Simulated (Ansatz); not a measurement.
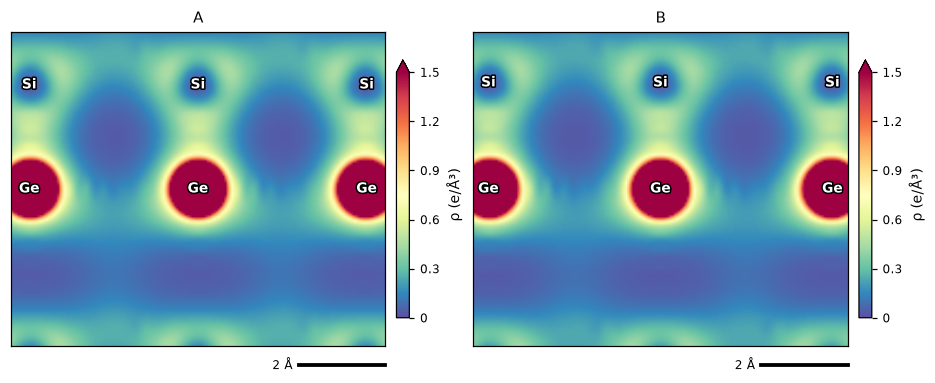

SiGe. The valence charge density (pseudo) of two cells that differ in size, on the (100) plane of each (indices in the axes of the calculation cell), at one length scale and on one colour scale; one has 21.3 and the other 22.6 Å³ an atom.

Space group P6₃mc; a structure from a database of computed crystals, not necessarily the ambient phase.

Level of theory: Kohn-Sham DFT of a periodic cell, LDA, Ansatz PAW in Ansatz 0.2.0.

Core electrons are frozen (PAW), and the valence fields are smoothed inside the atomic spheres.

The larger cell:

```cif
data_structure
_symmetry_space_group_name_H-M 'P 1'
_symmetry_Int_Tables_number 1
_cell_length_a 3.9810
_cell_length_b 3.9810
_cell_length_c 6.5773
_cell_angle_alpha 90.000
_cell_angle_beta 90.000
_cell_angle_gamma 120.000
_cell_volume 90.28
loop_
_atom_site_label
_atom_site_type_symbol
_atom_site_fract_x
_atom_site_fract_y
_atom_site_fract_z
_atom_site_occupancy
Ge1 Ge 0.33333 0.66667 0.00039 1
Ge2 Ge 0.66667 0.33333 0.50039 1
Si1 Si 0.33333 0.66667 0.37461 1
Si2 Si 0.66667 0.33333 0.87461 1
```

The smaller cell: a = 3.904 Å, b = 3.904 Å, c = 6.451 Å, α = 90.00°, β = 90.00°, γ = 120.00°.

Question: Which panel shows the smaller cell, and what does the compression change?

Answer: Panel A is the smaller cell, by 6 % in volume. From the larger cell to the smaller, Si–Ge goes from 2.46 to 2.41 Å, and the density at its midpoint from 0.47 to 0.5 e/Å³; the pressure goes from −6 to −2.1 GPa.
